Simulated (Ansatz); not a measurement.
Consider SiC (interface cell).

```cif
data_structure
_symmetry_space_group_name_H-M 'P 1'
_symmetry_Int_Tables_number 1
_cell_length_a 3.0808
_cell_length_b 7.5463
_cell_length_c 10.9184
_cell_angle_alpha 90.000
_cell_angle_beta 90.000
_cell_angle_gamma 90.000
_cell_volume 253.83
loop_
_atom_site_label
_atom_site_type_symbol
_atom_site_fract_x
_atom_site_fract_y
_atom_site_fract_z
_atom_site_occupancy
Si1 Si 0.00000 0.99030 0.01154 1
Si2 Si 0.00000 0.31976 0.33319 1
C1 C 0.50000 0.73586 0.25353 1
Si3 Si 0.00000 0.65224 0.16727 1
C2 C 0.50000 0.06708 0.09575 1
C3 C 0.50000 0.40526 0.40850 1
Si4 Si 0.50000 0.98442 0.25757 1
C4 C 0.00000 0.74041 0.99572 1
C5 C 0.00000 0.06906 0.33966 1
Si5 Si 0.50000 0.31660 0.09869 1
Si6 Si 0.50000 0.65333 0.42134 1
C6 C 0.00000 0.40297 0.17475 1
Si7 Si 0.00000 0.98541 0.50220 1
C7 C 0.00000 0.36062 0.83058 1
Si8 Si 0.50000 0.77980 0.74665 1
C8 C 0.00000 0.69721 0.65729 1
C9 C 0.50000 0.06691 0.58631 1
Si9 Si 0.50000 0.44015 0.90935 1
C10 C 0.50000 0.02928 0.72906 1
C11 C 0.00000 0.73621 0.50993 1
Si10 Si 0.00000 0.11136 0.81384 1
Si11 Si 0.50000 0.31162 0.56263 1
C12 C 0.50000 0.69106 0.91827 1
Si12 Si 0.00000 0.45308 0.67640 1
```

Level of theory: DFT PBEsol, scalar-relativistic, plane waves, PAW (Ansatz 0.2.0).

Question: What will maps of the valence pseudo-density and electron localisation function show?

Answer: Si–C (1.87 Å): ρ at the midpoint is about 0.89 e/Å³; the ELF peaks at about 0.90 between the atoms.
Si–C (1.92 Å): ρ at the midpoint is about 0.86 e/Å³; the ELF peaks at about 0.95 between the atoms.

Question: Does the calculation give a band gap?

Answer: It is gapless in this calculation (a metal or semimetal).

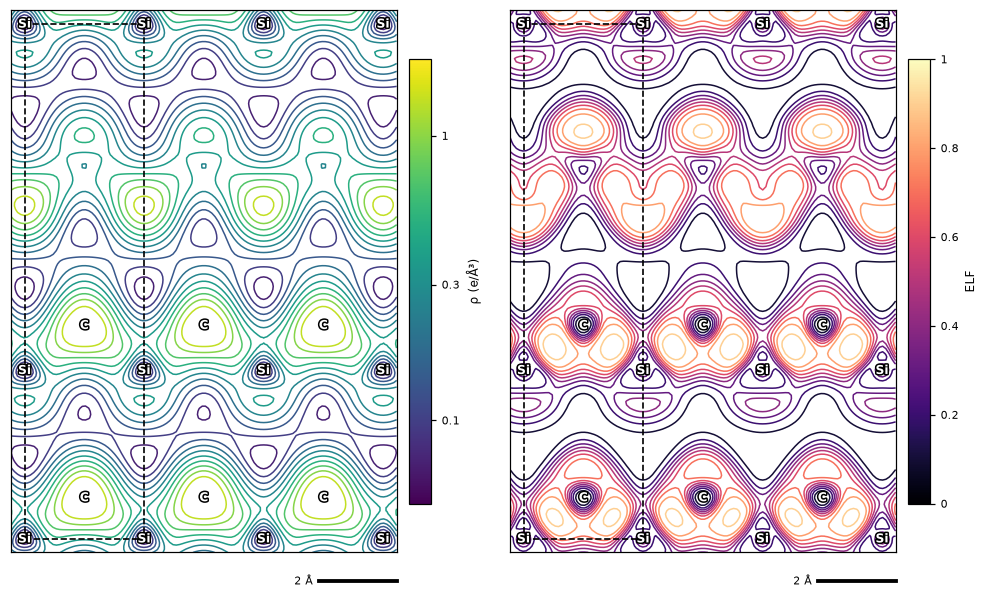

Computed valence pseudo-density and electron localisation function on the (011̄) plane of the calculation cell, in this order. Atoms just off the plane (Si, 0.5 Å away and C, 0.5 Å away) can leave unmarked features too.

In a PAW calculation such maps are meaningful between the atoms, not at the nuclei.
